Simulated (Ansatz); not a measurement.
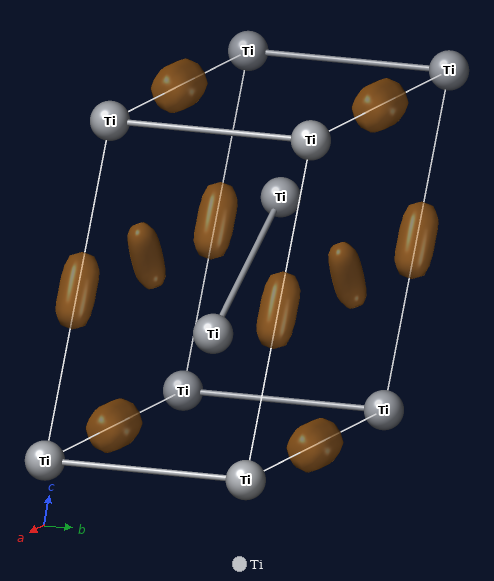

The picture shows: Ti. Isosurface of the electron localisation function at 0.7 (orange), seen slightly off an axis. Only the valence region is drawn (cores and ρ < 0.01 e/Å³ removed). Sticks mark near contacts.

Space group P2/m; a structure from a database of computed crystals, not necessarily the ambient phase; changed on purpose from its base cell (strain +0.0625 x Voigt [0, 0, 0, 0, 0, 1], atoms carried along); computed without spin polarisation.

The calculation used Ansatz, DFT PBEsol, scalar-relativistic, plane waves, PAW.

Q: Identify the bonds, lone pairs and shells in this picture.

A: The ELF exceeds this value in three pockets between the atoms, centred on no nucleus (multi-centre or interstitial), counted in one cell of 3 atoms. Regions shared between cells count once. There are no localised bonds or lone pairs at this value.

Values along the shortest contacts:
Ti–Ti (2.54 Å): the ELF is about 0.10 at the midpoint; no localised pair shows between them. Ti–Ti (2.61 Å): the ELF is about 0.10 at the midpoint; no shared electron pair shows on this line.

Q: Metal or insulator at this level of theory?

A: It is metallic or semimetallic at this level of theory: no gap opens.
